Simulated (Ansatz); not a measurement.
**AlGa$_{3}$As$_{4}$: density, localisation and related maps**

```cif
data_structure
_symmetry_space_group_name_H-M 'P 1'
_symmetry_Int_Tables_number 1
_cell_length_a 5.7404
_cell_length_b 5.7404
_cell_length_c 11.4817
_cell_angle_alpha 90.000
_cell_angle_beta 90.000
_cell_angle_gamma 90.000
_cell_volume 378.35
loop_
_atom_site_label
_atom_site_type_symbol
_atom_site_fract_x
_atom_site_fract_y
_atom_site_fract_z
_atom_site_occupancy
Al1 Al 0.00000 0.00000 0.50000 1
Al2 Al 0.50000 0.50000 0.00000 1
Ga1 Ga 0.00000 0.00000 0.00000 1
Ga2 Ga 0.50000 0.50000 0.50000 1
Ga3 Ga 0.50000 0.00000 0.25000 1
Ga4 Ga 0.00000 0.50000 0.75000 1
Ga5 Ga 0.00000 0.50000 0.25000 1
Ga6 Ga 0.50000 0.00000 0.75000 1
As1 As 0.24943 0.24943 0.62465 1
As2 As 0.74943 0.74943 0.12465 1
As3 As 0.25057 0.25057 0.12465 1
As4 As 0.75057 0.75057 0.62465 1
As5 As 0.24943 0.75057 0.37535 1
As6 As 0.74943 0.25057 0.87535 1
As7 As 0.75057 0.24943 0.37535 1
As8 As 0.25057 0.74943 0.87535 1
```

Space group I-42m; a structure generated by program, which may or may not match a known phase.

Method: Ansatz, DFT PBE, scalar-relativistic, plane waves, PAW.

Core electrons are frozen (PAW), and the valence fields are smoothed inside the atomic spheres.

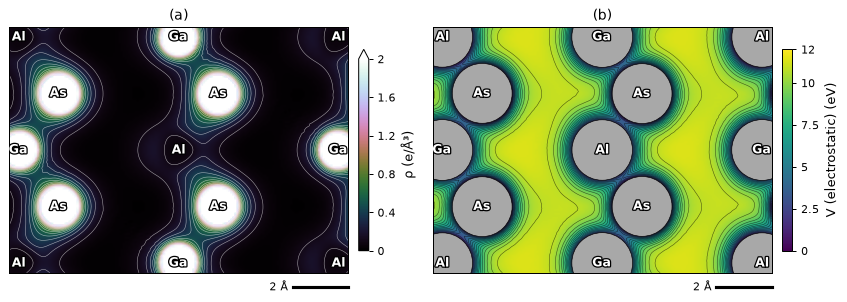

Figure 1. (a) valence pseudo-density; (b) electrostatic potential energy of an electron on the (11̄0) plane of the conventional cell. Grey discs cover the atomic cores in the potential map.

What do the fields say about this system?

Answer. The plane passes through Al, Ga and As nuclei. Al–As (2.48 Å): ρ at the midpoint is about 0.47 e/Å³. Ga–As (2.49 Å): ρ is about 0.47 e/Å³ halfway. Between the atoms the lowest density in this plane is 0.01 e/Å³. Outside the cores the potential energy rises away from the atoms and is highest about 2.4 Å from the nearest atoms; its zero is arbitrary.

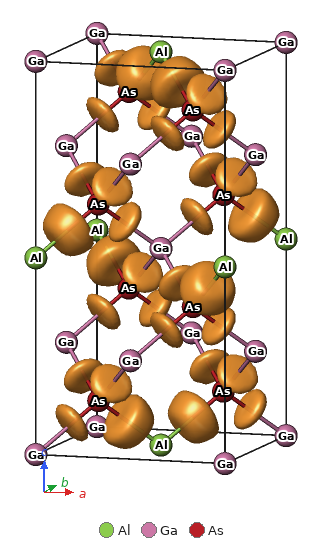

Figure 2. Isosurface of the electron localisation function at 0.7 (orange), seen slightly off an axis. Only the valence region is drawn (cores and ρ < 0.01 e/Å³ removed). Sticks mark near contacts.

Identify the bonds, lone pairs and shells in this picture.

Answer. At this value the surface marks out eight regions between bonded Al–As atoms (shared pairs) and 24 regions between bonded As–Ga atoms (shared pairs), counted in one cell of 16 atoms. Any copies at cell faces, edges or corners count once. Along the contacts the grid gives the following. Al–As (2.48 Å): the ELF peaks at about 0.90 between the atoms; a shared electron pair. Ga–As (2.49 Å): the ELF peaks at about 0.80 between the atoms (a covalent bond).

Does the calculation give a band gap?

Answer. It is gapped, with a Kohn–Sham gap of 0.57 eV on the k-point mesh (the band edges may lie off the mesh, which would make the gap smaller).
